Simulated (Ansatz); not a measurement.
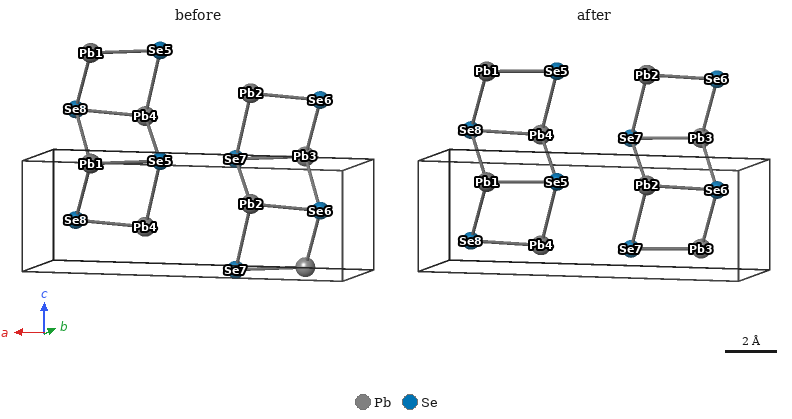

The structure of solid PbSe (set up in Pnma) before (left) and after (right) a relaxation, at one scale.

A ball-and-stick model of the cell of the calculation, repeated 1 × 1 × 2 with one cell outlined, seen from a free direction.

Computed with DFT, r2SCAN, plane-wave PAW, default files, scalar-relativistic (Ansatz 0.2.0). Settings: plane-wave cutoff 500 eV; k-point mesh 3 × 8 × 8; occupations fermi dirac; smearing width 0.01 eV; no spin polarisation; atoms relaxed in a fixed cell; force threshold 0.02 eV/Å; at most 60 steps.

Question: What changed between the two?

Answer: After 8 accepted moves (10 points after the start) the energy has fallen by 18.1 meV per atom. Largest force component: 0.19 eV/Å at the start, 0.00094 eV/Å at the end. The line search rejected the trial steps at points 7, 9 of the run. The forces were under the threshold at step 6, but the run went on from there. The largest moves, 0.83 Å, are those of Se5, Se6, Se7 and Se8. Se8 goes along −c. By element the largest moves are Se 0.83 Å, Pb 0.74 Å. The cell doesn't change. Near-neighbour distances that change, for instance: Pb1–Se8 3.268 → 3.204 Å, Pb1–Se8 (another image) 3.011 → 3.070 Å, Pb1–Se5 2.878 → 2.898 Å. Among the angles between lasting bonds that change: Pb2–Se7–Pb2 95.5° → 93.1°, Se7–Pb2–Se7 95.5° → 93.1°, Se7–Pb2–Se7 175.2° → 177.5°. The space group stays Pnma (No. 62).
